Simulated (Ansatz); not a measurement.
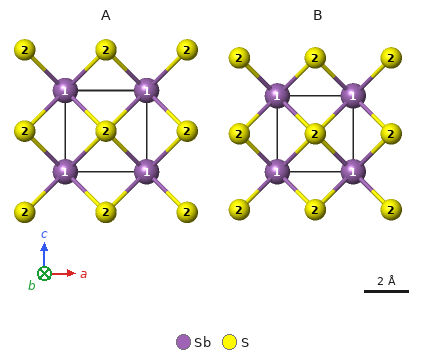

Two geometries of crystalline SbS (a generated structure, set up in Pm-3m) (coarse preliminary run), drawn at one scale. One is the start of a relaxation, the other its converged end. A ball-and-stick model of the cell of the calculation, seen along the b axis.

These are results of Ansatz, DFT PBE, scalar-relativistic, plane waves, PAW, not measurements. Set-up: plane-wave cutoff 420 eV; k-point mesh 6 × 6 × 6; occupations gaussian; smearing width 0.1 eV; no spin polarisation; cell and atoms relaxed; force threshold 0.04 eV/Å; at most 70 steps.

**Which of the two is the end point?**

Structure B is the relaxed one. The atoms keep their places relative to the cell (all moves are under 0.005 Å). The drawn cell changes as follows: a = b = c 3.729 → 3.484 Å (−6.6 %); the volume changes by −18.5 %. Some distances before and after: Sb1–S2 3.230 → 3.017 Å. The space group stays Pm-3m (No. 221). After 3 accepted moves (4 points after the start) the energy has fallen by 0.353 eV per cell of the calculation. All forces vanish by symmetry, so only the cell relaxes. Pressure: −9.83 GPa at the start and −0.15 GPa at the end. At 1 point the geometry stayed and the basis and grid were re-selected for the new cell (energy shift of 1.3 meV per cell of the calculation at most each time). The run took 6.2 s on 1 thread of Arm Neoverse V1, with other jobs on the host, peak memory 0.3 GiB.
